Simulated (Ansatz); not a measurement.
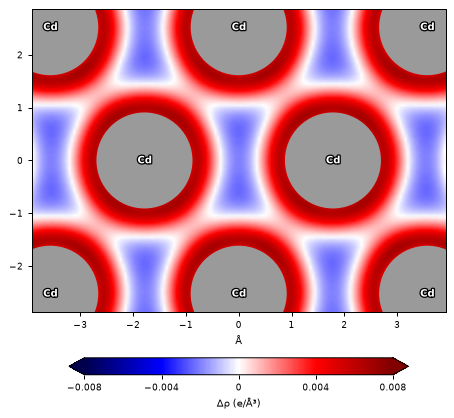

Cd: difference of two self-consistent densities at the same geometry, ρ(LDA) − ρ(PBE), on the (11̄0) plane of the conventional cell. Grey discs cover the cores, where the PAW densities can't be compared. Cores are masked to 0.9 Å (Cd).

Space group Im-3m. This isn't the usual form at ambient conditions. The cell comes from a database of computed structures, not from a measurement.

Both runs: Ansatz, scalar-relativistic, plane waves and PAW, same cutoff, k-points and PAW files (made with PBE).

### What differs between the two levels of theory?

Against PBE, and outside the masked cores, the largest gain, 0.007 e/Å³, lies 1.0 Å from a cadmium nucleus, and the largest loss, 0.003 e/Å³, lies 2.0 Å from a cadmium nucleus.
At this volume the pressure is 1 GPa with PBE and −5 GPa with LDA.
